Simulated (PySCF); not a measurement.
**Converge calculation, with input and output: Ir**

System: Ir (Fm-3m, 1 atom in the cell).
Method: Kohn-Sham DFT of a periodic cell in Gaussian orbitals, PBE, DZVP-MOLOPT-SR/GTH-PBE, no spin polarisation (PySCF 2.14.0).

The structure derives from an entry of the Crystallography Open Database. It belongs to a series of runs on one base structure; here: smearing width = 0.05.

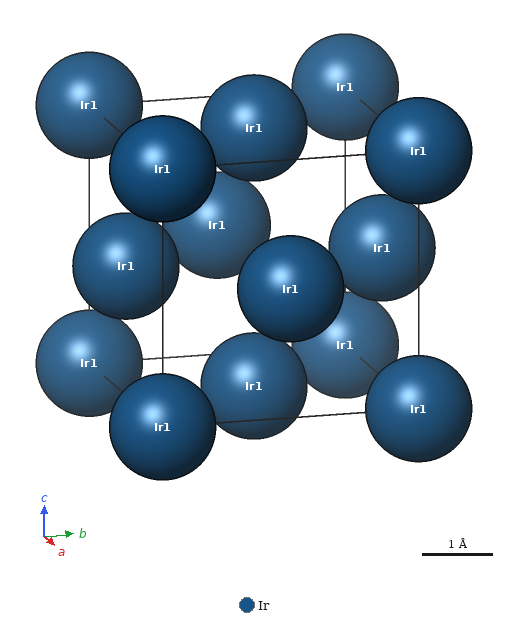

*The input geometry (spheres-only view of the cell 4 times as large as that of the calculation, set on its symmetry axes, seen slightly off an axis; atoms are numbered from 1 in the order of the input). An atom can appear more than once, as a periodic image.*

Input:
```python
import json
import numpy as np
from pyscf.pbc import gto, scf, dft, df

cell = gto.Cell()
cell.a = '''
  0.0000000000    1.9156000000    1.9156000000
  1.9156000000    0.0000000000    1.9156000000
  1.9156000000    1.9156000000    0.0000000000'''
cell.atom = '''
Ir   0.0000000000    0.0000000000    0.0000000000'''
cell.unit = 'A'
cell.basis = 'DZVP-MOLOPT-SR-GTH-q17'
cell.pseudo = 'GTH-PBE-q17'
cell.ke_cutoff = 101  # hartree
cell.exp_to_discard = 0.02
cell.precision = 1e-08
cell.space_group_symmetry = True
cell.symmorphic = False
cell.max_memory = 2940  # MB
cell.verbose = 4
cell.build()

res = {}
kpts = cell.make_kpts([6, 6, 6], space_group_symmetry=True, time_reversal_symmetry=True)
cell.space_group_symmetry = False  # the mesh holds the operations; no search on the supercells of the integral code
mf = dft.KRKS(cell, kpts, xc='pbe')
mf = mf.multigrid_numint()
mf = mf.smearing(sigma=0.00183747, method='gaussian')  # hartree
mf.conv_tol = 1e-07
mf.max_cycle = 60

mf.kernel()
res.update(converged=bool(mf.converged), e_tot=mf.e_tot, nelec=cell.nelectron, nao=cell.nao, mesh=list(map(int, cell.mesh)), a=cell.lattice_vectors().tolist(), coords=cell.atom_coords().tolist(),
           mo_energy=[np.real(x).tolist() for x in mf.mo_energy], mo_occ=[np.real(x).tolist() for x in mf.mo_occ])
res.update(e_free=mf.e_free, e_zero=mf.e_zero)
res.update(kpts=kpts.kpts_scaled_ibz.tolist(), weights=kpts.weights_ibz.tolist())
res['parts'] = {k: float(np.real(v)) for k, v in mf.scf_summary.items() if np.isscalar(v)}
json.dump(res, open('results.json', 'w'))
if not mf.converged:
    raise SystemExit('SCF not converged')

print('levels (eV)')
for i, kp in enumerate(res['kpts'][:40]):
    print('k %7.4f %7.4f %7.4f  ' % tuple(kp), ' '.join('%.3f' % (x * 27.211386) for x in res['mo_energy'][i][:14]))

mf = mf.to_khf()  # unfold to the whole mesh
kpts = mf.kpts
# Mulliken populations
dm, s = np.asarray(mf.make_rdm1()), np.asarray(mf.get_ovlp())
sites = cell.aoslice_by_atom()[:, 2:]
tot = np.einsum('kij,kji->i', dm, s).real / len(kpts)
res['mulliken'] = [cell.atom_charge(i) - tot[a0:a1].sum() for i, (a0, a1) in enumerate(sites)]
print('Mulliken charges', np.round(res['mulliken'], 5))
res['meta_lowdin'] = mf.mulliken_meta()[1].tolist()
res['done'] = True
json.dump(res, open('results.json', 'w'))
```

Machine: 2 threads of Arm Neoverse V2, 24 GiB of memory available, shared host.

Launched with:
```bash
OMP_NUM_THREADS=2 python -u run.py > log
```

The program's output:
```
UserWarning: Electron number 17 and spin 0 are not consistent in cell

  warnings.warn('Electron number %d and spin %d are not consistent '
Discarded 0 diffused primitive functions, 0 contracted functions

PySCF version 2.14.0

[INPUT] verbose = 4
[INPUT] num. atoms = 1
[INPUT] num. electrons = 17
[INPUT] charge = 0
[INPUT] spin (= nelec alpha-beta = 2S) = 0
[INPUT] symmetry False subgroup None
[INPUT] Mole.unit = A
[INPUT] Symbol           X                Y                Z      unit          X                Y                Z       unit  Magmom
[INPUT]  1 Ir     0.000000000000   0.000000000000   0.000000000000 AA    0.000000000000   0.000000000000   0.000000000000 Bohr   0.0

nuclear repulsion = -91.5082882225637
number of shells = 4
number of NR pGTOs = 96
number of NR cGTOs = 26
basis = DZVP-MOLOPT-SR-GTH-q17
ecp = {}
lattice vectors  a1 [0.000000000, 3.619959364, 3.619959364]
                 a2 [3.619959364, 0.000000000, 3.619959364]
                 a3 [3.619959364, 3.619959364, 0.000000000]
dimension = 3
low_dim_ft_type = None
Cell volume = 94.8727
exp_to_discard = 0.02
rcut = 29.696669295988645 (nimgs = [8 8 8])
precision = 1e-08
pseudo = GTH-PBE-q17
ke_cutoff = 101
    = [25 25 25] mesh (15625 PWs)
[Cell] Point group symbol:  m-3m
time reversal: False
k-points in IBZ                         weights
  0:  0.000000,  0.000000,  0.000000    1/216
  1:  0.500000,  0.500000,  0.000000    3/216
  2:  0.500000,  0.500000,  0.500000    4/216
  3:  0.666667,  0.666667,  0.000000    6/216
  4:  0.666667,  0.666667,  0.333333    12/216
  5:  0.666667,  0.666667,  0.666667    8/216
  6:  0.833333,  0.500000,  0.333333    12/216
  7:  0.833333,  0.500000,  0.500000    24/216
  8:  0.833333,  0.666667,  0.333333    24/216
  9:  0.833333,  0.666667,  0.500000    24/216
 10:  0.833333,  0.833333, -0.000000    6/216
 11:  0.833333,  0.833333,  0.166667    24/216
 12:  0.833333,  0.833333,  0.333333    24/216
 13:  0.833333,  0.833333,  0.500000    24/216
 14:  0.833333,  0.833333,  0.666667    12/216
 15:  0.833333,  0.833333,  0.833333    8/216

******** <class 'pyscf.pbc.scf.smearing.SmearingKsymAdaptedKRKS'> ********
method = SmearingKsymAdaptedKRKS
initial guess = minao
damping factor = 0
level_shift factor = 0
DIIS = <class 'pyscf.scf.diis.CDIIS'>
diis_start_cycle = 1
diis_space = 8
diis_damp = 0
SCF conv_tol = 1e-07
SCF conv_tol_grad = None
SCF max_cycles = 60
direct_scf = True
direct_scf_tol = 1e-13

******** PBC SCF flags ********
N kpts (BZ) = 216
N kpts (IBZ) = 16
Exchange divergence treatment (exxdiv) = ewald
    madelung (= occupied orbital energy shift) = 0.10554589183686733
    Total energy shift due to Ewald probe charge = -1/2 * Nelec*madelung = -0.897140080613
DF object = <pyscf.pbc.df.fft.FFTDF object>
XC functionals = pbe
small_rho_cutoff = 0
Uniform grid, mesh = [25 25 25]
Set gradient conv threshold to 0.000316228
nelec by numeric integration = 17.000000000000032
init E= -105.335737361808
    sigma = 0.00183747  Optimized mu = 1.05848632463  entropy = 0.0648635500493
nelec by numeric integration = 17.0
    Total E(T) = -105.364865337428  Free energy = -105.364984522255  E0 = -105.364924929841
cycle= 1 E= -105.364865337428  delta_E= -0.0291  |g|= 1.87  |ddm|= 20.1
    sigma = 0.00183747  Optimized mu = 0.866781591731  entropy = 0.0528266060744
nelec by numeric integration = 16.99999999999999
    Total E(T) = -105.359150061142  Free energy = -105.359247128445  E0 = -105.359198594794
cycle= 2 E= -105.359150061142  delta_E= 0.00572  |g|= 1.84  |ddm|= 23.5
    sigma = 0.00183747  Optimized mu = 0.951589390437  entropy = 0.0632159309889
nelec by numeric integration = 16.999999999999982
    Total E(T) = -105.47388258543  Free energy = -105.473998742807  E0 = -105.473940664118
cycle= 3 E= -105.47388258543  delta_E= -0.115  |g|= 0.0261  |ddm|= 10.5
    sigma = 0.00183747  Optimized mu = 0.949746531025  entropy = 0.0630149345504
nelec by numeric integration = 17.0
    Total E(T) = -105.473899316324  Free energy = -105.474015104376  E0 = -105.47395721035
cycle= 4 E= -105.473899316324  delta_E= -1.67e-05  |g|= 0.00293  |ddm|= 0.16
    sigma = 0.00183747  Optimized mu = 0.949553206215  entropy = 0.0630203565292
nelec by numeric integration = 16.999999999999993
    Total E(T) = -105.473899613404  Free energy = -105.474015411418  E0 = -105.473957512411
cycle= 5 E= -105.473899613404  delta_E= -2.97e-07  |g|= 3.04e-05  |ddm|= 0.0188
    sigma = 0.00183747  Optimized mu = 0.949555787656  entropy = 0.0630196871663
nelec by numeric integration = 16.999999999999996
    Total E(T) = -105.473899614658  Free energy = -105.474015411443  E0 = -105.473957513051
cycle= 6 E= -105.473899614658  delta_E= -1.25e-09  |g|= 8.08e-07  |ddm|= 0.00019
    sigma = 0.00183747  Optimized mu = 0.949555860401  entropy = 0.063019740298
```

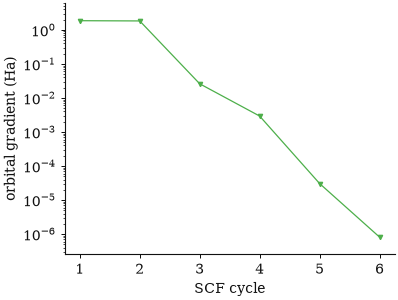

*Convergence of the self-consistent field: orbital gradient against the SCF cycle.*

The residual falls at every step.

```
nelec by numeric integration = 16.999999999999993
    Total E(T) = -105.473899614561  Free energy = -105.474015411443  E0 = -105.473957513002
Extra cycle  E= -105.473899614561  delta_E= 9.76e-11  |g|= 7.87e-07  |ddm|= 1.03e-05
converged SCF energy = -105.473899614561
levels (eV)
k  0.0000  0.0000  0.0000   -66.449 -24.284 -24.284 -24.284 15.108 22.400 22.400 22.400 25.130 25.130 41.177 47.348 47.348 47.348
k  0.5000  0.5000  0.0000   -66.359 -25.028 -24.577 -24.577 18.285 18.874 27.211 27.841 27.841 28.110 36.939 39.019 39.019 50.055
k  0.5000  0.5000  0.5000   -66.382 -25.072 -24.396 -24.396 18.112 22.290 22.290 25.527 27.252 27.252 33.680 41.903 46.570 46.570
k  0.6667  0.6667  0.0000   -66.382 -24.852 -24.505 -24.505 18.709 19.575 24.085 25.806 25.806 26.620 42.891 42.891 44.302 50.492
k  0.6667  0.6667  0.3333   -66.365 -24.820 -24.816 -24.478 19.764 20.903 22.369 24.690 26.332 31.329 36.336 37.321 45.720 48.671
k  0.6667  0.6667  0.6667   -66.398 -24.880 -24.368 -24.368 17.999 22.615 22.615 22.714 26.090 26.090 38.079 43.253 50.267 50.267
k  0.8333  0.5000  0.3333   -66.359 -24.918 -24.692 -24.583 19.394 19.999 23.176 25.307 27.844 33.158 35.026 37.205 39.744 54.508
k  0.8333  0.5000  0.5000   -66.365 -24.950 -24.626 -24.532 18.956 19.678 23.897 25.637 27.522 30.209 35.748 40.308 41.734 50.465
k  0.8333  0.6667  0.3333   -66.365 -24.900 -24.705 -24.510 20.401 20.439 21.932 24.397 26.971 32.990 33.187 40.353 41.728 50.146
k  0.8333  0.6667  0.5000   -66.376 -24.874 -24.610 -24.465 19.927 20.453 21.606 25.046 25.801 29.293 38.221 40.562 43.985 51.922
k  0.8333  0.8333 -0.0000   -66.426 -24.480 -24.358 -24.358 16.678 21.287 23.316 23.316 23.879 25.588 44.371 48.075 48.075 49.068
k  0.8333  0.8333  0.1667   -66.399 -24.769 -24.425 -24.422 18.475 20.839 22.436 23.705 25.651 26.507 40.621 45.914 47.165 49.357
k  0.8333  0.8333  0.3333   -66.376 -24.994 -24.513 -24.441 18.988 21.462 22.910 23.230 27.331 29.502 33.951 42.907 45.626 46.539
k  0.8333  0.8333  0.5000   -66.382 -24.932 -24.539 -24.396 19.133 21.751 22.430 23.188 25.765 29.018 36.192 42.885 45.193 49.871
k  0.8333  0.8333  0.6667   -66.410 -24.677 -24.442 -24.331 17.897 21.257 22.703 23.615 23.965 26.550 42.066 44.617 48.384 49.035
k  0.8333  0.8333  0.8333   -66.432 -24.486 -24.312 -24.312 16.269 21.890 22.793 22.793 24.955 24.955 43.409 44.149 50.148 50.148
Mulliken charges [-0.]
 ** Mulliken pop on meta-lowdin orthogonal AOs **
 ** Mulliken pop  **
pop of  0 Ir 5s           1.99716
pop of  0 Ir 6s           1.00567
pop of  0 Ir 7s           0.01310
pop of  0 Ir 5px          1.99996
pop of  0 Ir 5py          1.99996
pop of  0 Ir 5pz          1.99996
pop of  0 Ir 6px          0.03760
pop of  0 Ir 6py          0.03760
pop of  0 Ir 6pz          0.03760
pop of  0 Ir 5dxy         1.51095
pop of  0 Ir 5dyz         1.51095
pop of  0 Ir 5dz^2        1.63783
pop of  0 Ir 5dxz         1.51095
pop of  0 Ir 5dx2-y2      1.63783
pop of  0 Ir 6dxy         0.00825
pop of  0 Ir 6dyz         0.00825
pop of  0 Ir 6dz^2        0.00910
pop of  0 Ir 6dxz         0.00825
pop of  0 Ir 6dx2-y2      0.00910
pop of  0 Ir 5f-3         0.00248
pop of  0 Ir 5f-2         0.00490
pop of  0 Ir 5f-1         0.00254
pop of  0 Ir 5f+0         0.00238
pop of  0 Ir 5f+1         0.00254
pop of  0 Ir 5f+2         0.00263
pop of  0 Ir 5f+3         0.00248
 ** Mulliken atomic charges  **
charge of    0Ir =     -0.00000
```

Summary:

```csv
quantity,value
outcome,converged
space group (tolerance 0.01 Å),Fm-3m (225)
electrons treated,17
free energy,−2870.0942 eV
total energy,−2870.0910 eV
Fermi energy,25.839 eV
gap on the k-point mesh,none (metallic)
wall time,9.2 min (CPU time 17 min)
peak memory,3.9 GiB
```

Spin–orbit coupling is left out, which matters for Ir.
